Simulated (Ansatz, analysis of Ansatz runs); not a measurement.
# N3VH centre in diamond: local vibrational mode, PBE, part 2 of 2

Aim: the local vibrational mode of the N3VH centre in diamond, to be set beside the measurement. Set-up: PBE, 64-site cell, PBE lattice, 420 eV, k: the single point 1/4 1/4 1/4, anharmonic cut along the mode. The model is a cell of 64 host atoms with 1 site emptied, N put on another atom's site, N put on another atom's site, N put on another atom's site and H put in between. The frequencies come from force constants among the defect atom and its neighbours, with the masses of the isotopes named.

Ansatz 0.2.0; PBE, 64-site cell, PBE lattice, 420 eV, k: the single point 1/4 1/4 1/4, anharmonic cut along the mode.

So far. Step 2 (Relaxation, charge 0): Neighbours of the added atoms: H64: C48 1.08, N4 1.92, N26 1.94 Å.

## 3. Local vibrational modes

A local mode lives on the defect and the atoms next to it, so only the sites listed in the input are displaced, which costs far fewer SCF runs than the whole cell would.

This step: plane-wave PAW DFT, PBE; finite-displacement force constants among the atoms nearest to a defect, the others at rest.

Contents of modes/input.yaml:

```yaml
crystal:
  lattice:
    - [7.14316351, 0.0, 0.0]
    - [0.0, 7.14316351, 0.0]
    - [0.0, 0.0, 7.14316351]
  atoms:
    - { symbol: C, position: [-0.001379617, -0.001091583, 0.250022276] }
    - { symbol: C, position: [-0.001345345, 0.250004871, -0.001165405] }
    - { symbol: C, position: [0.249707062, -0.001047278, -0.001163425] }
    - { symbol: "N", position: [0.239724199, 0.240012197, 0.240059378] }
    - { symbol: C, position: [0.126121763, 0.126418273, 0.369654466] }
    - { symbol: C, position: [0.125593769, 0.370017504, 0.125725387] }
    - { symbol: C, position: [0.369726381, 0.125871788, 0.125726683] }
    - { symbol: C, position: [0.000127984, 0.000413247, 0.749422999] }
    - { symbol: C, position: [0.002429844, 0.252297682, 0.497552823] }
    - { symbol: C, position: [0.252008087, 0.002725237, 0.497550929] }
    - { symbol: C, position: [0.25204018, 0.252334192, 0.74687943] }
    - { symbol: C, position: [0.125299023, 0.125597105, 0.873269384] }
    - { symbol: C, position: [0.125729326, 0.380296706, 0.623967283] }
    - { symbol: C, position: [0.379995008, 0.126020614, 0.623977456] }
    - { symbol: C, position: [0.374895156, 0.375183082, 0.874935822] }
    - { symbol: C, position: [0.002012337, 0.497799517, 0.25206287] }
    - { symbol: C, position: [-0.000315833, 0.749433905, 0.000378073] }
    - { symbol: C, position: [0.25072312, 0.498612312, 0.001310651] }
    - { symbol: C, position: [0.250643966, 0.748435425, 0.251188198] }
    - { symbol: C, position: [0.125225043, 0.624711202, 0.379873984] }
    - { symbol: C, position: [0.124466845, 0.874029343, 0.125633628] }
    - { symbol: C, position: [0.376404193, 0.626122791, 0.124095541] }
    - { symbol: C, position: [0.374859485, 0.875098992, 0.375046135] }
    - { symbol: C, position: [-0.001522189, 0.499689812, 0.751031063] }
    - { symbol: C, position: [-0.001630228, 0.751177306, 0.499713507] }
    - { symbol: "N", position: [0.239326066, 0.510403852, 0.510029468] }
    - { symbol: C, position: [0.249809406, 0.75126304, 0.751157811] }
    - { symbol: C, position: [0.124506044, 0.624562232, 0.876254942] }
    - { symbol: C, position: [0.125321291, 0.876968197, 0.624657841] }
    - { symbol: C, position: [0.36994506, 0.624674121, 0.624467848] }
    - { symbol: C, position: [0.374664904, 0.875373659, 0.87514276] }
    - { symbol: C, position: [0.497516765, 0.002299322, 0.252062953] }
[... 8 lines left out ...]
    - { symbol: "N", position: [0.510100002, 0.239626861, 0.510024139] }
[... 14 lines left out ...]
    - { symbol: C, position: [0.497320688, 0.497604095, 0.747239235] }
    - { symbol: C, position: [0.498195641, 0.748320537, 0.498687741] }
    - { symbol: C, position: [0.748034141, 0.498481303, 0.498684623] }
    - { symbol: C, position: [0.749070026, 0.749365597, 0.749746954] }
    - { symbol: C, position: [0.624397115, 0.624695006, 0.873818337] }
    - { symbol: C, position: [0.624291082, 0.873913701, 0.625453318] }
    - { symbol: C, position: [0.873619988, 0.624593933, 0.625459555] }
    - { symbol: C, position: [0.874741564, 0.875033858, 0.87520137] }
    - { symbol: H, position: [0.419169022, 0.419583402, 0.328346036] }
basis:
  ecutwfc: 420
  xc_grid: 2
hamiltonian:
  xc: pbe
kpoints:
  mp_grid: { grid: [1, 1, 1], shift: [0.25, 0.25, 0.25] }
scf:
  occupations: { method: fermi_dirac, width: 0.01 }
  max_iter: 120
output: {}
checkpoint:
  read: "../relax.run"
phonons:
  supercell: [1, 1, 1]
  displaced_sites: [3, 25, 40, 47, 63]
```

Launch:

```
ansatz run input.yaml --threads 2 --pin off --max-ram 3768MiB --backend cpu --events-out ev --progress --plain --runs-dir out
```

Numbers of over 12 decimals in the logs are rounded to 6 here.

Log:

```text
[...]
Crystal: 64 atoms, lattice volume = 364.478 Å³
Basis set: ecut = 420 eV, 7123 PW (Γ), exchange–correlation on 96×96×96 points (8 copies of the dense FFT grid, shifted against one another)
Bands: 192, of which v1, the nominal top of the filled ones, is band 128 counted from 1 (127 counted from 0)
Symmetry: 1 space group operations
k-points: 1
[...]
iter 1 solved again at ethr=9.14e-12 eV; its pass at ethr=3.10e-3 eV (dr2=2.34e-8 eV) is discarded
[...]
SCF iter   4: F=-16212.845256 eV  HF=-16212.845256 eV  |F-HF|=1.46e-11  |Δ(HF+E_count)|=  1.82e-10  Δρ=9.14e-8  dr2=1.80e-11  ethr=1.00e-12  ⟨swp⟩=3.0  Hψ=686  notcnv=0
SCF 1 converged in 4 iterations: F = -16212.845256 eV  dr2 = 1.80e-11
[...]
SCF 2 converged in 8 iterations: F = -16212.845138 eV  dr2 = 3.63e-13
[...]
symmetry images taken by strict's conditions (phonons.symmetry_images: auto; settled by no image being taken that strict refuses)
  force constants formed among 5 of 64 sites (N 3, N 25, N 40, C 47, H 63); the other 59 at rest. The modes move the named sites alone.
  the frequencies, the zero-point energy and the sums are of the block with the acoustic sum rule laid on its rows. Row sums over every site: 2.9e-4 eV/Å² at the most
  transpose residual: 9.2e-5 eV/Å²
  largest component of a force at the reference: 6.6e-3 eV/Å on a named site, 4.5e-3 eV/Å on a site at rest
  frequencies among the named sites at Γ of the cell (cm⁻¹): 666.82 669.72 696.94 852.91 885.06 894.70 907.33 921.58 924.98 936.13 960.92 972.09 1312.37 1338.56 3164.99
  unstable modes among the named sites: 0
  frequencies as built, with no sum rule (cm⁻¹): 666.82 669.72 696.94 852.91 885.06 894.70 907.33 921.58 924.99 936.13 960.92 972.09 1312.37 1338.55 3164.99
  zero-point energy: 0.998389 eV/cell   skipped modes (ω ≤ 0): 0
  not written: the harmonic force-constant file, the file of eigenvectors (these modes' are written with the force constants), the density of states and the dispersion, which are of every site
[key lines of the parts left out:]
SCF converged after 4 iterations
Free energy (F): -16212.845256 eV
Fermi energy:    15.429634 eV
```

Elapsed: 65 s, on 2 threads of Intel Xeon 6975P-C (Granite Rapids), shared host; peak memory 0.72 GiB.

The column dr2 measures how far the density is from self-consistency, as an energy; F and HF (Harris–Foulkes) agree once it is small.

Read from the output:

| Item | Value |
| --- | --- |
| free energy | -16212.8453 eV |

The modes with the largest weight on the probed atoms (the light atom of a pair), for the masses of each isotope. Modes of the displaced atoms (local only where they lie over the host's phonons):

```csv
isotopes,mode (cm⁻¹),share of the defect atoms
H,3165,0.927
H,1339,0.851
H,1312,0.862
```

## 4. Point 1 along the mode

A light atom samples the curved part of its well, so the energy is mapped along the mode and the one-dimensional Schrödinger equation solved on it.

This step: plane-wave PAW DFT, PBE; single point of a defect supercell.

cut0/input.yaml, as its differences from modes/input.yaml of step 3:

```diff
@@ -9,3 +9,3 @@
     - { symbol: C, position: [0.249707062, -0.001047278, -0.001163425] }
-    - { symbol: "N", position: [0.239724199, 0.240012197, 0.240059378] }
+    - { symbol: "N", position: [0.239691491, 0.239979535, 0.240089039] }
     - { symbol: C, position: [0.126121763, 0.126418273, 0.369654466] }
@@ -31,3 +31,3 @@
     - { symbol: C, position: [-0.001630228, 0.751177306, 0.499713507] }
-    - { symbol: "N", position: [0.239326066, 0.510403852, 0.510029468] }
+    - { symbol: "N", position: [0.239285967, 0.510391831, 0.510071234] }
     - { symbol: C, position: [0.249809406, 0.75126304, 0.751157811] }
@@ -39,3 +39,3 @@
 [... 8 lines left out ...]
-    - { symbol: "N", position: [0.510100002, 0.239626861, 0.510024139] }
+    - { symbol: "N", position: [0.510088009, 0.239586695, 0.510066003] }
 [... 14 lines left out ...]
@@ -49,3 +49,3 @@
     - { symbol: C, position: [0.874741564, 0.875033858, 0.87520137] }
-    - { symbol: H, position: [0.419169022, 0.419583402, 0.328346036] }
+    - { symbol: H, position: [0.443136162, 0.443524025, 0.304266105] }
 basis:
@@ -60,7 +60,5 @@
   max_iter: 120
-output: {}
+output:
+  forces: true
 checkpoint:
   read: "../relax.run"
-phonons:
-  supercell: [1, 1, 1]
-  displaced_sites: [3, 25, 40, 47, 63]
```

Log:

```text
[...]
Warning: checkpoint.read: the run can stay near the saved state's solution: 5 site(s) moved relative to the saved geometry (max |Δs| = 2.408e-2 fractional); [...]
[...]
Crystal: 64 atoms, lattice volume = 364.478 Å³
Basis set: ecut = 420 eV, 7123 PW (Γ), exchange–correlation on 96×96×96 points (8 copies of the dense FFT grid, shifted against one another)
Bands: 192, of which v1, the nominal top of the filled ones, is band 128 counted from 1 (127 counted from 0)
Symmetry: 1 space group operations
[...]
k-points: 1
[...]
SCF iter   8: F=-16209.208026 eV  HF=-16209.208026 eV  |F-HF|=1.35e-9  |Δ(HF+E_count)|=   2.52e-8  Δρ=1.83e-6  dr2=8.20e-9  ethr=3.91e-11  ⟨swp⟩=5.0  Hψ=529  notcnv=0
SCF 1 converged in 8 iterations: F = -16209.208026 eV  dr2 = 8.20e-9
[...]
SCF converged after 8 iterations
Free energy (F): -16209.208026 eV
[...]
Internal energy: -16209.208026 eV  (E = F + TS)
E sigma→0 (E₀):  -16209.208026 eV
Fermi energy:    15.463686 eV
[...]
--- Forces (eV/Å), atoms counted from 1 ---
  atom   1  C     -0.01172772    -0.00904978    -0.00468276
  atom   2  C      0.00117644     0.01357643    -0.00512252
  [... 1 atom left out ...]
  atom   4  N      0.14560857     0.14577244    -0.07660255
  atom   5  C      0.04616759     0.04506313     0.00355680
  atom   6  C      0.02328154    -0.05785728     0.03812372
  atom   7  C     -0.05764795     0.02637602     0.03739248
  [... 5 atoms left out ...]
  atom  13  C      0.05442610    -0.00603141    -0.05356543
  atom  14  C     -0.00436771     0.05579348    -0.05730995
  [... 11 atoms left out ...]
  atom  26  N      0.16808389     0.02466705    -0.17171097
  [... 14 atoms left out ...]
  atom  41  N      0.02541753     0.16764827    -0.17025052
  [... 6 atoms left out ...]
  atom  48  C     18.36756897    18.34588184   -17.99227197
  [... 15 atoms left out ...]
  atom  64  H    -18.45341115   -18.43093382    18.08519038
  max |Σ_I F_I| component: 1.66e-5 eV/Å
```

The job ended after 3 s (2 threads; peak memory 0.69 GiB; 5.7 s of CPU time).

Read from the output:

| Quantity | Value |
| --- | --- |
| free energy | -16209.2080 eV |

The series, run alike:

```csv
run,outcome,energy less the first (eV),moment (μB),time
point 1 along the mode,converged,0.0000,0.00,3 s
point 2 along the mode,converged,-2.0464,0.00,2.8 s
point 3 along the mode,converged,-3.0141,0.00,2.6 s
point 4 along the mode,converged,-3.5064,0.00,2.8 s
point 5 along the mode,converged,-3.5435,0.00,2.7 s
point 6 along the mode,converged,-3.3166,0.00,2.9 s
point 7 along the mode,converged,-3.0387,0.00,2.7 s
point 8 along the mode,converged,-2.6875,0.00,2.8 s
point 9 along the mode,converged,-2.3327,0.00,2.8 s
```

## 5. Anharmonic fundamental

Analysis of the runs above: one-dimensional Schroedinger equation on a polynomial through PBE energies along the local mode.

It gives:

* stretch: 3023 cm⁻¹
* stretch harmonic: 3165 cm⁻¹

Table of energy by normal coordinate:

```csv
normal coordinate (amu½ Å),energy (eV)
-0.310,3.64
-0.227,1.59
-0.155,0.623
-0.077,0.131
0.000,0
0.077,0.0937
0.155,0.321
0.227,0.598
0.310,0.950
0.392,1.30
```

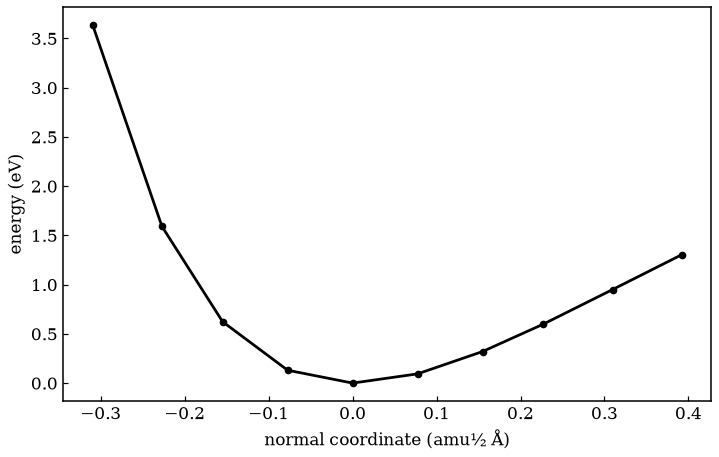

Energy against normal coordinate.

## 6. Outcome

| Item | Value |
| --- | --- |
| distance from the defect atom to its nearest neighbour | 1.076 Å |
| C-H stretch, 1H | 3023 cm⁻¹ |
| C-H bend, 1H | 1326 cm⁻¹ |
| time of the whole chain | 1.8 min on 2 threads |

In words: C-H stretch, 1H: computed 3023 cm⁻¹, measured 3107 cm⁻¹; 84 cm⁻¹ (3 %) below the measurement. C-H bend, 1H: computed 1326 cm⁻¹, measured 1405 cm⁻¹; 79 cm⁻¹ (6 %) below the measurement. The anharmonic cut moves the C-H stretch, 1H from 3165 to 3023 cm⁻¹; a straight cut leaves out the coupling to the other modes. Only the named neighbours move, so modes near the host's band are approximate. Limits: the periodic copies of the defect are only 7.1 Å apart.

[Logs are printed without paths, hosts, clocks, repeated set-up lines and the standing remarks that a program may print on its own settings, such as how far it seeks lower states.]

[Hosts, paths, dates, database ids (printed as entryN), source tags and the programs' standing remarks are cut or masked in the printed files.]

[For some hosts the program warned that the k-mesh of the response run may be too coarse for force constants and the static dielectric constant; such warnings are not shown here.]
